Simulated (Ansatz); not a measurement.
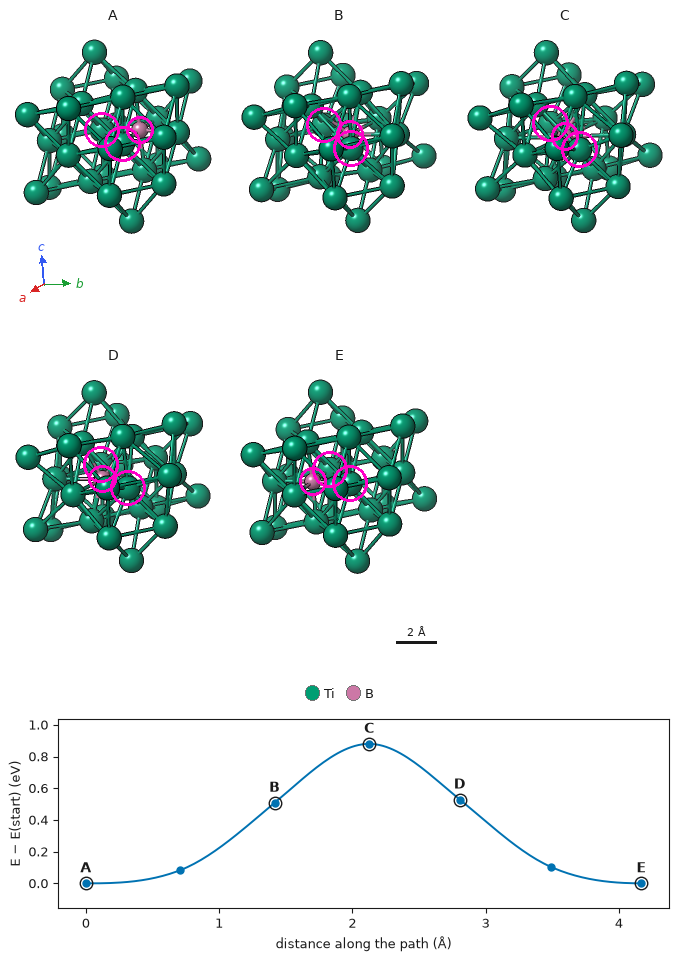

NEB run on a defect cell of composition Ti18B (19 atoms in the cell). Images are numbered from 0 (start) to 6 (end). Frames A to E are images 0, 2, 3, 4, 6. The picture is a ball-and-stick view of the atoms within 5.0 Å of the middle of the path, seen slightly off an axis. The atoms that move most are ringed. Bonds to atoms that aren't drawn are left out.

The calculation used Ansatz, DFT PBEsol, scalar-relativistic, plane waves, PAW.

Input
```yaml
crystal:
  lattice:
    - [4.3506528001, 2.5118505653, -4.5909904467]
    - [0.0, -5.0237011306, -4.5909904467]
    - [-4.3506528001, 2.5118505653, -4.5909904467]
  atoms:
    - { symbol: Ti, position: [0.0280830981, 0.3610319639, 0.3611733141] }
    - { symbol: Ti, position: [0.0248197191, 0.0248194544, 0.6895190073] }
    - { symbol: Ti, position: [0.3613165499, 0.3613361456, 0.0285716743] }
    - { symbol: Ti, position: [0.6919316138, 0.3593390022, 0.6907045515] }
    - { symbol: Ti, position: [0.3610291828, 0.0280889528, 0.3611847075] }
    - { symbol: Ti, position: [0.0252488862, 0.6801445306, 0.023912159] }
    - { symbol: Ti, position: [0.3593234036, 0.6919169306, 0.6906978183] }
    - { symbol: Ti, position: [0.6799755393, 0.0252472756, 0.0239045726] }
    - { symbol: Ti, position: [0.6926285134, 0.6926181603, 0.3594341163] }
    - { symbol: Ti, position: [0.9753485687, 0.3137084391, 0.974892688] }
    - { symbol: Ti, position: [0.9756215495, 0.9755903159, 0.3230211477] }
    - { symbol: Ti, position: [0.308756378, 0.3087281498, 0.6410142926] }
    - { symbol: Ti, position: [0.6403280345, 0.3083793024, 0.3074116109] }
    - { symbol: Ti, position: [0.3135354458, 0.9753284168, 0.9748997848] }
    - { symbol: Ti, position: [0.9715802213, 0.6384524376, 0.6388263048] }
    - { symbol: Ti, position: [0.308417481, 0.6403314082, 0.3074254192] }
    - { symbol: Ti, position: [0.6384601807, 0.9715917668, 0.6388266859] }
    - { symbol: Ti, position: [0.6389708172, 0.6389680361, 0.9718595654] }
    - { symbol: B, position: [-0.0043937105, -0.0041634569, 0.0084799625] }
basis:
  ecutwfc: 420
  xc_grid: 2
kpoints:
  mp_grid: { grid: [4, 4, 4], shift: [0.5, 0.5, 0.5] }
hamiltonian:
  xc: pbesol
scf:
  occupations: { method: gaussian, width: 0.1 }
output:
  forces: true
neb:
  images: 5
  f_tol: 0.05
  max_iterations: 70
  order_check: false
  final_atoms:
    - { symbol: Ti, position: [0.0259079142, 0.3582491857, 0.3596685918] }
    - { symbol: Ti, position: [0.0259217225, 0.0263386321, 0.6916206976] }
    - { symbol: Ti, position: [0.3584335485, 0.3531312209, 0.0246715832] }
    - { symbol: Ti, position: [0.6923190407, 0.3579102887, 0.6912718502] }
    - { symbol: Ti, position: [0.3614737679, 0.0276958495, 0.3610319639] }
    - { symbol: Ti, position: [0.0103121856, 0.6910451171, 0.0244096841] }
    - { symbol: Ti, position: [0.3584406453, 0.691318098, 0.6862915609] }
    - { symbol: Ti, position: [0.6945066475, 0.028206486, 0.0284082332] }
    - { symbol: Ti, position: [0.6945070285, 0.6950864454, 0.3615475624] }
    - { symbol: Ti, position: [0.9721486259, 0.3056374838, 0.9719110472] }
    - { symbol: Ti, position: [0.973899217, 0.9740381532, 0.3073818397] }
    - { symbol: Ti, position: [0.304761659, 0.3053501167, 0.6386638544] }
    - { symbol: Ti, position: [0.642635515, 0.3073432631, 0.3080830694] }
    - { symbol: Ti, position: [0.3094287608, 0.9866911274, 0.9747527244] }
    - { symbol: Ti, position: [0.9721600192, 0.6385835686, 0.6389680361] }
    - { symbol: Ti, position: [0.3094211744, 0.6414177804, 0.3198554694] }
    - { symbol: Ti, position: [0.6426287819, 0.9747350529, 0.6406609978] }
    - { symbol: Ti, position: [0.643814326, 0.6418469476, 0.9751805456] }
    - { symbol: B, position: [0.3248533708, -0.3289396229, 0.0041634569] }
```

Command:
```bash
ansatz run input.yaml --threads 4 --pin off --max-ram 10240MiB --backend cpu --events-out ev --progress --plain --runs-dir out
```

Read off the barrier and say what moves.

The B atom travels furthest, 2.85 Å from end to end, along [1 −1 0], on a straight line. At the highest image its nearest neighbour (Ti) is 2.14 Å away, against 2.10 Å at the start, and the surrounding atoms stand up to 0.65 Å off the mean of their end positions. The two ends have the same energy, and the highest point, image 3, lies 0.88 eV above the start. The band converged in 8 iterations. The largest component of the band force went from 14 to 0.036 eV/Å. The climbing image converged on the top of the path. Its curvatures weren't checked.

Limits of the set-up: the periodic images lie only 6.8 Å apart, so the values are limited by the cell's size.
